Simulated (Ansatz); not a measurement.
**Single-point calculation, with input and output: ZnO (part 1 of 2)**

The run: single-point calculation of ZnO (slab, 24 atoms in the cell). Method and program: DFT PBE+D3(BJ), scalar-relativistic, plane waves, PAW, no spin polarisation (Ansatz 0.2.0).

The structure derives from an entry of the Crystallography Open Database. It belongs to a series of runs on one base structure; here: the slab at its places in the relaxed adsorbed structure. Figures and captions count atoms from 1; the log counts them from 0 in places.

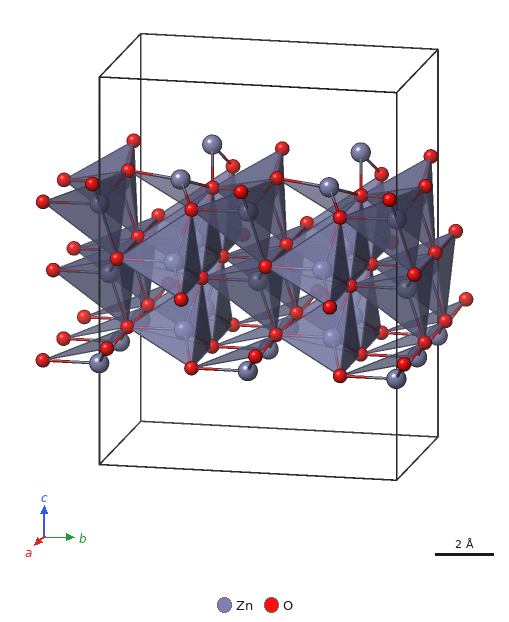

The structure as given in the input (polyhedral view of the 1 × 2 repeat of the cell, with the vacuum cut short, seen slightly off an axis; polyhedra are completed across the faces of the cell).

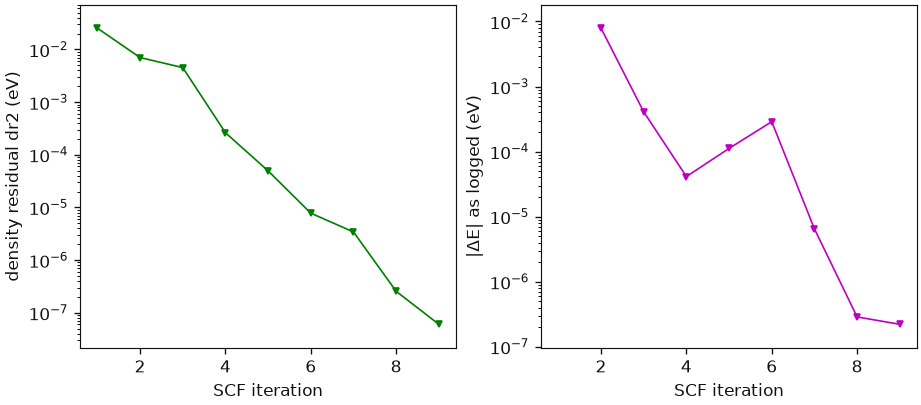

Convergence of the self-consistent field: density residual dr2 and size of the energy change against the SCF iteration. The residual falls at every step.

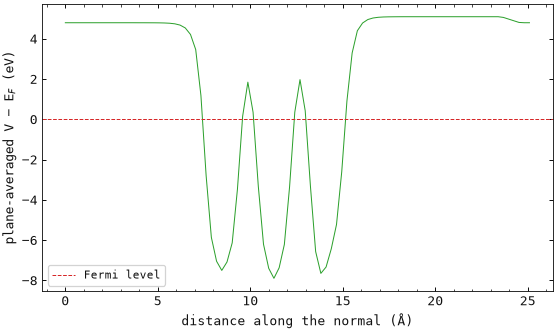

Plane average of the electrostatic potential energy of an electron across the cell, from the Fermi level. The vacuum level lies 5.10 eV above the Fermi level on the upper side and 4.80 eV on the lower.

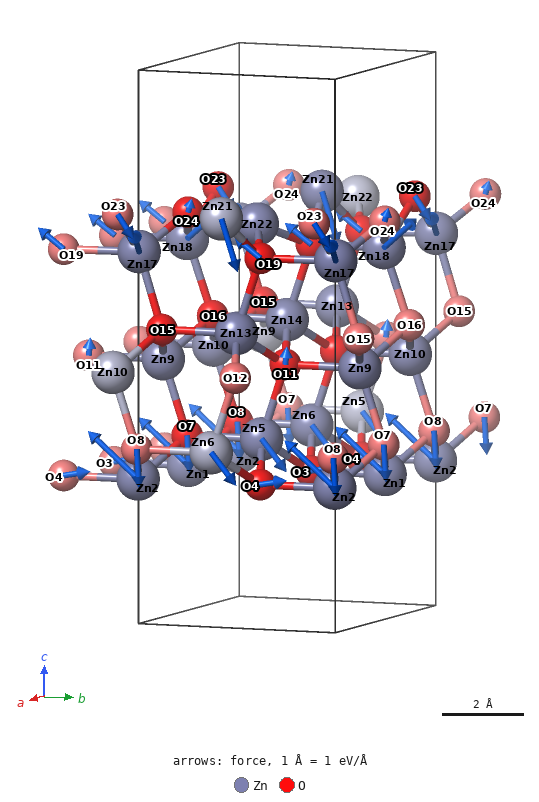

Forces on the atoms as blue arrows (ball-and-stick view of the cell of the calculation, with the vacuum cut short, seen slightly off an axis; neighbours outside the cell are drawn fainter; atoms are numbered from 1 in the order of the input). The largest act on Zn1, Zn2 (1.76 eV/Å); Zn17, Zn18 (1.43 eV/Å); Zn21 (1.38 eV/Å); Zn5, Zn6 (1.05 eV/Å), among others. The geometry is not a stationary point of this energy.

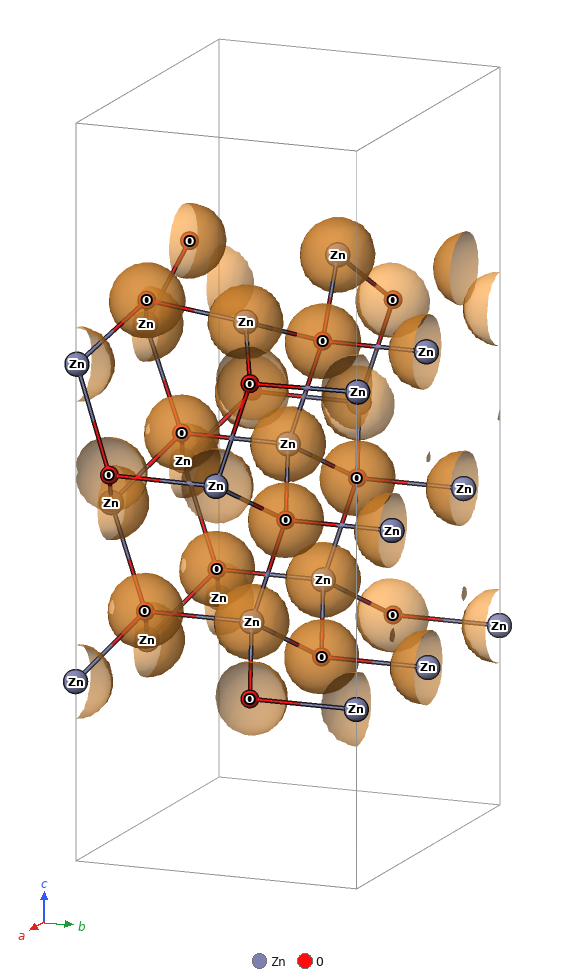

Isosurface of the valence electron density at 1.5 e/Å³ (orange), seen slightly off an axis. Sticks mark near contacts. At this value the density breaks into separate islands; it holds about 65 % of the electrons treated as valence. It is pinched off along the Zn–O (1.86 Å), Zn–O (1.93 Å), Zn–O (1.98 Å) and Zn–O (2.03 Å) contacts. On the grid the lowest density along these lines, outside the cores, is 0.78 e/Å³ (Zn–O, 1.86 Å), 0.66 e/Å³ (Zn–O, 1.93 Å), 0.59 e/Å³ (Zn–O, 1.98 Å) and 0.54 e/Å³ (Zn–O, 2.03 Å). In a PAW calculation such maps are meaningful between the atoms, not at the nuclei.

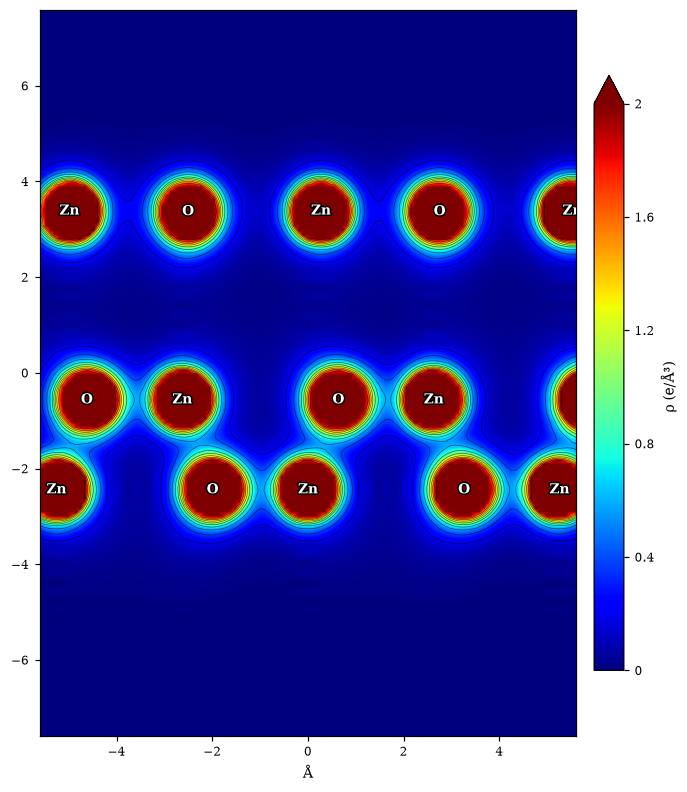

Valence pseudo-density on the (100) plane of the calculation cell, a cut from vacuum to vacuum. Atoms in the plane: Zn and O. Zn–O (1.98 Å): ρ at the midpoint is about 0.58 e/Å³. The density dies away to nearly zero in the vacuum.

The input and output of the run follow.

**Input file**
```yaml
crystal:
  lattice:
    - [6.509489454, 0.0, 0.0]
    - [0.0, 5.2564237872, 0.0]
    - [0.0, 0.0, 25.3713429356]
  atoms:
    - { symbol: Zn, position: [0.5, 0.9983827816, 0.3153163796] }
    - { symbol: Zn, position: [0.0, 0.9983827816, 0.3153163796] }
    - { symbol: O, position: [0.5, 0.6195172184, 0.3153163796] }
    - { symbol: O, position: [0.0, 0.6195172184, 0.3153163796] }
    - { symbol: Zn, position: [0.75, 0.4983827816, 0.3523488644] }
    - { symbol: Zn, position: [0.25, 0.4983827816, 0.3523488644] }
    - { symbol: O, position: [0.75, 0.1195172184, 0.3523488644] }
    - { symbol: O, position: [0.25, 0.1195172184, 0.3523488644] }
    - { symbol: Zn, position: [0.75, 0.9983827816, 0.426413834] }
    - { symbol: Zn, position: [0.25, 0.9983827816, 0.426413834] }
    - { symbol: O, position: [0.75, 0.6195172184, 0.426413834] }
    - { symbol: O, position: [0.25, 0.6195172184, 0.426413834] }
    - { symbol: Zn, position: [0.0021996958, 0.4994842551, 0.462543962] }
    - { symbol: Zn, position: [0.4978032087, 0.4994807187, 0.4625414613] }
    - { symbol: O, position: [0.0018247125, 0.1199755053, 0.4629242819] }
    - { symbol: O, position: [0.4981676609, 0.1199736223, 0.4629260392] }
    - { symbol: Zn, position: [-0.0100118512, 0.998340597, 0.5379053799] }
    - { symbol: Zn, position: [0.5099623535, 0.9983468831, 0.5379065863] }
    - { symbol: O, position: [0.0037643511, 0.6216824116, 0.5372739107] }
    - { symbol: O, position: [0.496190692, 0.6216829508, 0.5372712637] }
    - { symbol: Zn, position: [0.2499880511, 0.5499910341, 0.5819576103] }
    - { symbol: Zn, position: [0.7499801837, 0.476469196, 0.5627460562] }
    - { symbol: O, position: [0.2499700502, 0.0219206319, 0.581499372] }
    - { symbol: O, position: [0.7499739094, 0.1247072454, 0.5712096864] }
basis:
  ecutwfc: 420
kpoints:
  mp_grid: { grid: [3, 3, 1] }
hamiltonian:
  xc: pbe
  dispersion: d3bj
scf:
  occupations: { method: gaussian, width: 0.05 }
output:
  forces: true
  eigenvalues: true
  write_density: true
  volumetric_format: npy
efield:
  axis: 3
  dipole_correction: true
  ramp_width: 0.04
```

Launched with:
```bash
ansatz run input.yaml --threads 8 --pin off --max-ram 20480MiB --backend cpu --events-out ev --progress --plain --runs-dir out
```

**What the program printed**
```
Engine: ansatz 0.2.0, x86_64-unknown-linux-gnu
Pseudopotentials: kind: paw
Pseudopotential: Zn, paw, valence charge 12, recommended cutoff 420 eV (normal), Zn.paw.azcp
Pseudopotential: O, paw, valence charge 6, recommended cutoff 420 eV (normal), O.paw.azcp
Functional definition: PBE
  parameter kappa = 0.804
  parameter beta = 0.06672455060314922
  exchange = pbe_x(kappa = kappa, mu = beta*pi^2/3)
  correlation = pbe_c(beta = beta)
Crystal: 24 atoms, lattice volume = 868.122 Å³
Basis set: ecut = 420 eV, 16921 PW (Γ), exchange–correlation on 90×72×360 points (8 copies of the dense FFT grid, shifted against one another)
Bands: 132, of which v1, the nominal top of the filled ones, is band 108 counted from 1 (107 counted from 0)
Symmetry: 1 space group operations
Space group: P1 (ITA 1), of the structure as read, at distance tolerance 9.5e-5 Å
k-points: 5 of 9 (time reversal used)
Non-local potential: Zn, projectors of the file, l = 0: 2, l = 1: 2, l = 2: 3, l = 3: 1
Non-local potential: O, projectors of the file, l = 0: 2, l = 1: 2, l = 2: 1
PAW form: soft (Blöchl's): semilocal exchange-correlation on the pseudo side does not see the compensation charge
PAW one-centre angular grid: Zn, 590 points (default); XC on 64 Gauss nodes
PAW one-centre angular grid: O, 110 points (default); XC on 64 Gauss nodes
Initial density: superposition of atomic densities (neutral atoms: chi_scale 0, normalization atom), corrected by the library's trained network
Initial wavefunctions: pseudopotential atomic-orbital guess
Functional: x = pbe(κ = 0.804, μ = 0.2195149727645171), c = pbe(β = 0.06672455060314922)
```
